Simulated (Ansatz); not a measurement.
# Hf/AlN/Zr: conductance against the thickness of the layer, part 2 of 6

Wanted: T(E), the conductance and its decay constant for Hf/AlN/Zr. The lower electrode is Hf hcp(0001), the upper one Zr hcp(0001); the barrier is AlN zinc blende(111) (whole bilayers). In the first transport cell, after relaxation, the nearest pair of electrode and barrier is Hf–N at 2.10 Å, along the normal, at the lower face and Zr–Al at 3.28 Å, at a slant, at the upper one. All share a net of side 3.2 Å, which strains the lower electrode by +0.0 %, the upper one by -0.9 % and the barrier by +2.9 %, against typed lattice constants near PBE's. The first steps treat the bulk electrodes alone.

Ansatz 0.2.0; PBE DFT, plane waves, PAW files (the session's first sound run).

So far: Set-up; Layer spacing of the electrode, electrode Hf hcp(0001); Layer spacing of the electrode, electrode Zr hcp(0001).

## 4. Relaxing the interfaces

System of this step: Hf/AlN/Zr. The cell holds 14 atoms: 4 Hf, 3 N, 3 Al and 4 Zr. Cell: a = 3.200 Å, b = 3.200 Å, c = 41.868 Å, α = 90.0°, β = 90.0°, γ = 120.0°. Vacuum lies along c.

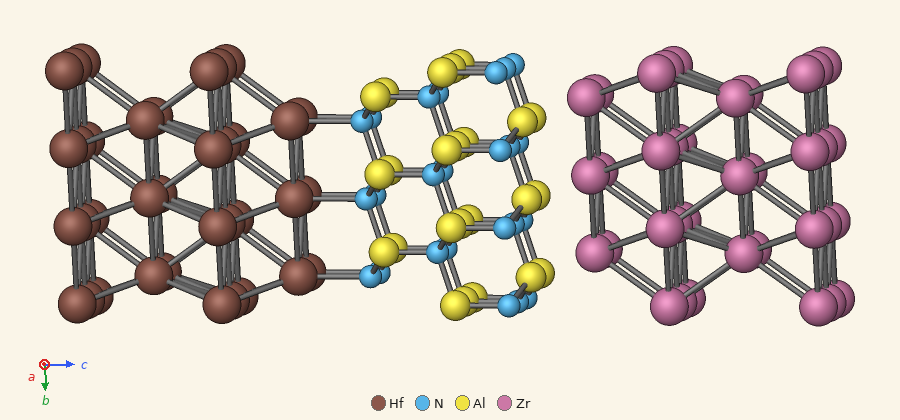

The cell of this step (hafnium brown, nitrogen blue, aluminium yellow, zirconium pink). 2×3×1 cells are drawn. Some periodic images of atoms are drawn too.

Tunnelling depends exponentially on distance, so the interfaces are relaxed first. A short slab in vacuum serves: only the barrier and the layers next to it are taken over, and later cells can add or drop layers in the barrier's middle. The dipole correction removes the field that unlike faces would set up across the vacuum.

Contents of input.yaml:

```yaml
crystal:
  lattice:
    - [3.2, 0.0, 0.0]
    - [-1.6, 2.7712812921, 0.0]
    - [0.0, 0.0, 41.8683743979]
  atoms:
    - { symbol: Hf, position: [0.0, 0.0, 0.1910750086] }
    - { symbol: Hf, position: [0.33333333, 0.66666667, 0.2513830582] }
    - { symbol: Hf, position: [0.0, 0.0, 0.3116911079] }
    - { symbol: Hf, position: [0.33333333, 0.66666667, 0.3719991575] }
    - { symbol: "N", position: [0.33333333, 0.66666667, 0.4319489414] }
    - { symbol: Al, position: [0.66666667, 0.33333333, 0.4468147423] }
    - { symbol: "N", position: [0.66666667, 0.33333333, 0.491412145] }
    - { symbol: Al, position: [0.0, 0.0, 0.5062779459] }
    - { symbol: "N", position: [0.0, 0.0, 0.5508753487] }
    - { symbol: Al, position: [0.33333333, 0.66666667, 0.5657411496] }
    - { symbol: Zr, position: [0.66666667, 0.33333333, 0.6224974164] }
    - { symbol: Zr, position: [0.0, 0.0, 0.6846399414] }
    - { symbol: Zr, position: [0.66666667, 0.33333333, 0.7467824664] }
    - { symbol: Zr, position: [0.0, 0.0, 0.8089249914] }
kpoints:
  mp_grid: { grid: [8, 8, 1] }
scf:
  occupations: { method: fermi_dirac, width: 0.1 }
  max_iter: 150
hamiltonian:
  xc: pbe
efield:
  axis: 3
  dipole_correction: true
relax:
  f_tol: 0.04
  max_steps: 60
output:
  forces: true
```

On the command line:

```
ansatz run input.yaml --threads 4 --pin off --max-ram 10240MiB --backend cpu --events-out ev --progress --plain --runs-dir out
```

Numbers of over 12 decimals in the logs are rounded to 6 here.

Output:

```text
[...]
Crystal: 14 atoms, lattice volume = 371.293 Å³
Basis set: ecut = 420 eV, 7363 PW (Γ), exchange–correlation on 48×48×576 points (8 copies of the dense FFT grid, shifted against one another)
Bands: 106, of which v1, the nominal top of the filled ones, is band 88 counted from 1 (87 counted from 0)
Symmetry: 6 space group operations
[...]
k-points: 10 of 64 (time reversal used)
[...]
SCF iter   1: F=—  HF=-82389.627431 eV  |F-HF|=—  |Δ(HF+E_count)|=         —  Δρ=6.73e-3  dr2=1.73e1  ethr=1.77e-3  p=0.002 e·Å  D=1.10e-3 V/Å  ΔV_dip=-0.05 eV  dr2_dipole=2.08e1  V_vac-E_F(+/−)=4.32/4.36 eV  ⟨swp⟩=7.9  Hψ=4322  notcnv=0
efield: sawtooth ramp at fractional position 0.9500 (placed from the atoms, in the widest stretch of the axis that holds none; the zero of the levels goes with the place), width 0.1000; the density the first Hamiltonian is built on has a dipole p = 0.002 e·Å; the dipole correction subtracts the counter field D = 1.10e-3 V/Å, which shifts the + side's vacuum level by -0.05 eV against the − side's; the planar-averaged density in the ramp window peaks in size at 1.1e-4 e/Å³
[...]
SCF iter   2: F=—  HF=-82389.528740 eV  |F-HF|=—  |Δ(HF+E_count)|=   9.87e-2  Δρ=2.67e-3  dr2=1.81e-1  ethr=1.77e-3  p=0.007 e·Å  D=3.49e-3 V/Å  ΔV_dip=-0.15 eV  dr2_dipole=3.24e-3  V_vac-E_F(+/−)=4.18/4.32 eV  ⟨swp⟩=2.4  Hψ=1315  notcnv=0  defer=2
[...]
SCF iter   7: F=-82389.522534 eV  HF=-82389.522548 eV  |F-HF|=1.40e-5  |Δ(HF+E_count)|=   3.17e-7  Δρ=3.50e-5  dr2=1.45e-5  ethr=2.27e-8  p=0.007 e·Å  D=3.30e-3 V/Å  ΔV_dip=-0.14 eV  dr2_dipole=1.69e-6  V_vac-E_F(+/−)=4.19/4.33 eV  ⟨swp⟩=5.3  Hψ=4038  notcnv=0
WARN: efield: at this solve's end the planar-averaged density reaches 3.27e-5 e/Å³ inside the ramp window [0.9261, 0.0739] (bound 1e-5 e/Å³); the window's nearer edge stands 4.91 Å from this solve's nearest atom along the axis. Its work functions, free energy, forces, stress, dipole, levels and responses can be off, and this figure does not tell by how much. A short vacuum, a low `basis.ecutwfc` or `basis.ecutrho_ratio` and negative occupations (`scf.occupations.method`) can put density there. See the manual's quickstart, § The vacuum guard
SCF 1 converged in 7 iterations: F = -82389.522534 eV  dr2 = 1.45e-5
[...]
relax step   1: F+E_penalty+E_count = -82389.52253365 eV  Δ(F+E_penalty+E_count) = +0.000e0 eV  max|allowed force component| = 2.156e0 eV/Å  Δτ_max = 0.0000 Å  (7 SCF iters, dr2 threshold 4.00e-5 eV, accepted)
[...]
SCF iter   1: F=—  HF=-82390.495909 eV  |F-HF|=—  |Δ(HF+E_count)|=         —  Δρ=1.01e-2  dr2=4.01e0  ethr=2.32e-3  p=0.007 e·Å  D=3.30e-3 V/Å  ΔV_dip=-0.14 eV  dr2_dipole=8.85e-1  V_vac-E_F(+/−)=4.18/4.32 eV  ⟨swp⟩=1.0  Hψ=3778  notcnv=0
efield: sawtooth ramp at fractional position 0.9500 (handed on by an earlier solve), width 0.1000; the density the first Hamiltonian is built on has a dipole p = 0.007 e·Å; the dipole correction subtracts the counter field D = 3.30e-3 V/Å, which shifts the + side's vacuum level by -0.14 eV against the − side's; the planar-averaged density in the ramp window peaks in size at 2.9e-5 e/Å³
[...]
SCF iter   2: F=—  HF=-82390.314103 eV  |F-HF|=—  |Δ(HF+E_count)|=   1.82e-1  Δρ=5.78e-3  dr2=4.50e-1  ethr=2.28e-3  p=0.007 e·Å  D=3.21e-3 V/Å  ΔV_dip=-0.13 eV  dr2_dipole=3.07e-4  V_vac-E_F(+/−)=4.15/4.29 eV  ⟨swp⟩=3.0  Hψ=1727  notcnv=0
[...]
SCF iter   7: F=-82390.255688 eV  HF=-82390.255688 eV  |F-HF|=4.77e-8  |Δ(HF+E_count)|=   5.03e-5  Δρ=5.82e-5  dr2=1.38e-5  ethr=5.68e-8  p=0.005 e·Å  D=2.67e-3 V/Å  ΔV_dip=-0.11 eV  dr2_dipole=2.85e-7  V_vac-E_F(+/−)=4.20/4.31 eV  ⟨swp⟩=4.0  Hψ=4949  notcnv=0
[...]
SCF 2 converged in 7 iterations: F = -82390.255688 eV  dr2 = 1.38e-5
[...]
relax step   2: F+E_penalty+E_count = -82390.25568757 eV  Δ(F+E_penalty+E_count) = -7.332e-1 eV  max|allowed force component| = 1.047e0 eV/Å  Δτ_max = 0.1969 Å  (7 SCF iters, dr2 threshold 1.00e-4 eV, accepted)
SCF iter   1: F=—  HF=-82390.761568 eV  |F-HF|=—  |Δ(HF+E_count)|=         —  Δρ=1.54e-2  dr2=1.14e1  ethr=3.10e-3  p=0.005 e·Å  D=2.67e-3 V/Å  ΔV_dip=-0.11 eV  dr2_dipole=2.20e0  V_vac-E_F(+/−)=4.22/4.33 eV  ⟨swp⟩=5.4  Hψ=2838  notcnv=0  defer=1
[...]
SCF iter   7: F=-82390.359273 eV  HF=-82390.359276 eV  |F-HF|=3.19e-6  |Δ(HF+E_count)|=   3.90e-5  Δρ=5.66e-5  dr2=1.98e-5  ethr=3.89e-8  p=0.005 e·Å  D=2.51e-3 V/Å  ΔV_dip=-0.11 eV  dr2_dipole=1.26e-8  V_vac-E_F(+/−)=4.18/4.28 eV  ⟨swp⟩=3.9  Hψ=4934  notcnv=0
[...]
SCF 3 converged in 7 iterations: F = -82390.359273 eV  dr2 = 1.98e-5
relax step   3: F+E_penalty+E_count = -82390.35927327 eV  Δ(F+E_penalty+E_count) = -1.036e-1 eV  max|allowed force component| = 1.721e0 eV/Å  Δτ_max = 0.1950 Å  (7 SCF iters, dr2 threshold 6.85e-5 eV, accepted)
[...]
relax step   4: F+E_penalty+E_count = -82390.43906147 eV  Δ(F+E_penalty+E_count) = -7.979e-2 eV  max|allowed force component| = 4.489e-1 eV/Å  Δτ_max = 0.0807 Å  (6 SCF iters, dr2 threshold 1.00e-4 eV, accepted)
[...]
relax step   5: F+E_penalty+E_count = -82390.44677444 eV  Δ(F+E_penalty+E_count) = -7.713e-3 eV  max|allowed force component| = 5.160e-2 eV/Å  Δτ_max = 0.0218 Å  (6 SCF iters, dr2 threshold 1.37e-5 eV, accepted)
SCF iter   1: F=—  HF=-82390.447240 eV  |F-HF|=—  |Δ(HF+E_count)|=         —  Δρ=3.02e-4  dr2=6.04e-3  ethr=1.36e-5  p=0.006 e·Å  D=2.73e-3 V/Å  ΔV_dip=-0.11 eV  dr2_dipole=8.22e-5  V_vac-E_F(+/−)=4.18/4.30 eV  ⟨swp⟩=2.0  Hψ=1452  notcnv=0  defer=3
[...]
SCF iter   7: F=-82390.446926 eV  HF=-82390.446926 eV  |F-HF|=2.68e-8  |Δ(HF+E_count)|=   2.00e-8  Δρ=1.02e-6  dr2=2.33e-8  ethr=5.68e-11  p=0.006 e·Å  D=2.70e-3 V/Å  ΔV_dip=-0.11 eV  dr2_dipole=1.07e-8  V_vac-E_F(+/−)=4.18/4.30 eV  ⟨swp⟩=4.4  Hψ=3341  notcnv=0
[...]
SCF 6 converged in 7 iterations: F = -82390.446926 eV  dr2 = 2.33e-8
relax step   6: F+E_penalty+E_count = -82390.44692627 eV  Δ(F+E_penalty+E_count) = -1.518e-4 eV  max|allowed force component| = 1.551e-2 eV/Å  Δτ_max = 0.0044 Å  (7 SCF iters, accepted)
SCF converged after 7 iterations
Free energy (F): -82390.446926 eV
[...]
Internal energy: -82390.090226 eV  (E = F + TS)
E sigma→0 (E₀):  -82390.268576 eV
Entropy (-TS):   -0.356701 eV (-25.479 meV/atom)
Fermi energy:    8.533833 eV
Dipole field:    D = 0.002804 V/Å  (p = 0.005754 e·Å, saw-weighted, corrected)
Work function:   Φ+ = 4.1828 eV   Φ− = 4.3006 eV
Levels:          The Fermi level and band energies are counted from a zero that moves with the ramp; work functions are not
Vacuum region:   at the solve's end the planar-averaged density reaches 3.69e-5 e/Å³ inside the ramp window [0.9261, 0.0739] (bound 1e-5 e/Å³)
[...]
--- Forces (eV/Å), atoms counted from 1 ---
  atom   1  Hf     0.00000000    -0.00000000     0.00075611
  atom   2  Hf     0.00000000     0.00000000     0.00028625
  atom   3  Hf     0.00000000    -0.00000000     0.00371563
  atom   4  Hf     0.00000000     0.00000000    -0.00860871
  atom   5  N      0.00000000    -0.00000000     0.00689715
  atom   6  Al     0.00000000     0.00000000     0.00025090
  atom   7  N      0.00000000    -0.00000000     0.00080609
  atom   8  Al     0.00000000     0.00000000    -0.01467866
  atom   9  N      0.00000000    -0.00000000     0.01550710
  atom  10  Al     0.00000000     0.00000000    -0.00442101
  atom  11  Zr     0.00000000    -0.00000000     0.00059286
  atom  12  Zr     0.00000000     0.00000000    -0.01072360
  atom  13  Zr    -0.00000000    -0.00000000     0.00829688
  atom  14  Zr     0.00000000     0.00000000     0.00134671
  max |Σ_I F_I| component: 2.37e-5 eV/Å
--- Relaxed structure (6 steps of the walk, 6 accepted, 0 SCFs on fresh bases) ---
  F+E_penalty+E_count = -82390.44692627 eV   max|allowed force component| = 1.551e-2 eV/Å
  atoms:
    - { symbol: Hf, position: [6.953685412585567e-18, 0, 0.195221] }
    - { symbol: Hf, position: [0.333333, 0.666667, 0.252551] }
    - { symbol: Hf, position: [3.970790176930918e-18, 0, 0.314058] }
    - { symbol: Hf, position: [0.333333, 0.666667, 0.377035] }
    - { symbol: N, position: [0.333333, 0.666667, 0.427119] }
    - { symbol: Al, position: [0.666667, 0.333333, 0.441154] }
    - { symbol: N, position: [0.666667, 0.333333, 0.486592] }
    - { symbol: Al, position: [-8.157099225133507e-18, 0, 0.501415] }
    - { symbol: N, position: [-6.759252468537466e-18, 0, 0.546846] }
    - { symbol: Al, position: [0.333333, 0.666667, 0.562808] }
    - { symbol: Zr, position: [0.666667, 0.333333, 0.627625] }
    - { symbol: Zr, position: [5.313279709966425e-18, 0, 0.687808] }
    - { symbol: Zr, position: [0.666667, 0.333333, 0.751555] }
    - { symbol: Zr, position: [2.2694540367269678e-18, 0, 0.810278] }
```

Elapsed: 63 s, on 4 threads of Arm Neoverse V1, shared host; peak memory 1.2 GiB; 4.1 min of CPU time.

Relaxation path:

| step | energy less that of the first step (eV) | largest force component (eV/Å) |
| --- | --- | --- |
| 1 | 0.0000 | 2.1563 |
| 2 | -0.7332 | 1.0473 |
| 3 | -0.8367 | 1.7213 |
| 4 | -0.9165 | 0.4489 |
| 5 | -0.9242 | 0.0516 |
| 6 | -0.9244 | 0.0155 |

Forces are held to the 6 operations that the run works with; a distortion that breaks them can't arise in this run.

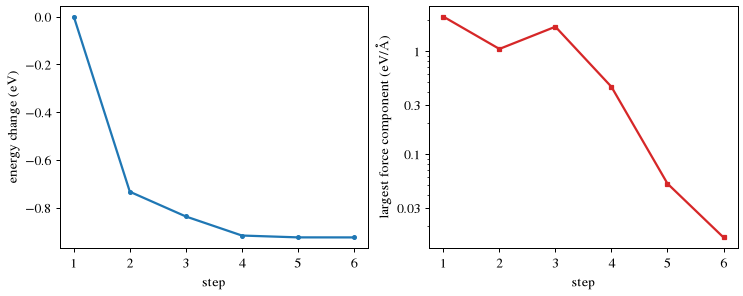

Energy and largest force along the relaxation.

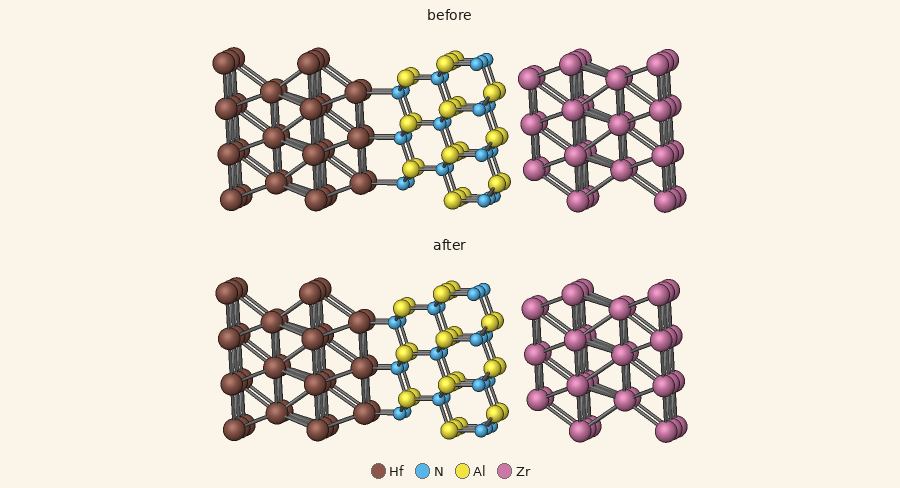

Before and after, at one scale.

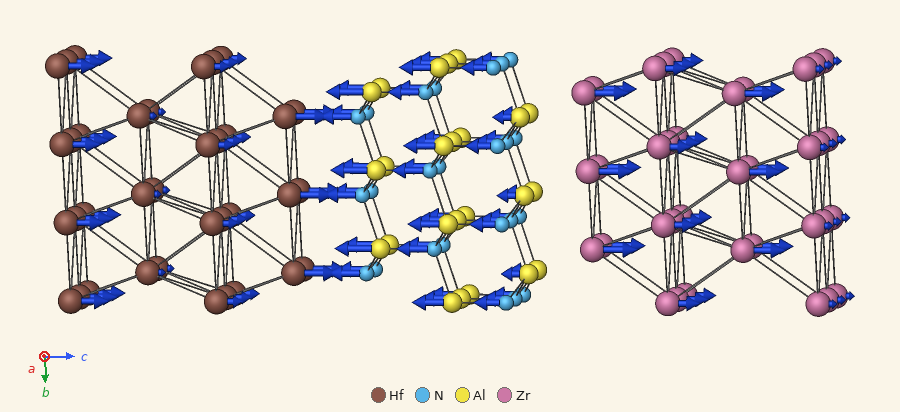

Displacements in the relaxation, exaggerated; the longest in the cell stands for 0.24 Å. 2×3×1 cells are drawn. Some periodic images of atoms are drawn too.

The atoms that moved most (Å):

| atom | dx | dy | dz | length |
| --- | --- | --- | --- | --- |
| Al6 | 0.000 | 0.000 | -0.237 | 0.237 |
| Zr11 | 0.000 | 0.000 | 0.215 | 0.215 |
| Hf4 | 0.000 | 0.000 | 0.211 | 0.211 |
| Al8 | 0.000 | 0.000 | -0.204 | 0.204 |
| N5 | 0.000 | 0.000 | -0.202 | 0.202 |
| N7 | 0.000 | 0.000 | -0.202 | 0.202 |
| Zr13 | 0.000 | 0.000 | 0.200 | 0.200 |
| Hf1 | 0.000 | 0.000 | 0.174 | 0.174 |

This step gave:

```
free energy  : -82390.4469 eV
Fermi energy : 8.534 eV
```

The largest force component on a free atom ends at 0.016 eV/Å. At one or more of this run's solves the program warned of density in the dipole ramp over its bound, where dipole, forces and levels can be off.

(Part 2 of 6 ends here.)

[Logs are printed without paths, hosts, clocks, repeated set-up lines and the standing remarks that a program may print on its own settings, such as how far it seeks lower states.]

[Hosts, paths, dates, database ids (printed as entryN), source tags and the programs' standing remarks are cut or masked in the printed files.]
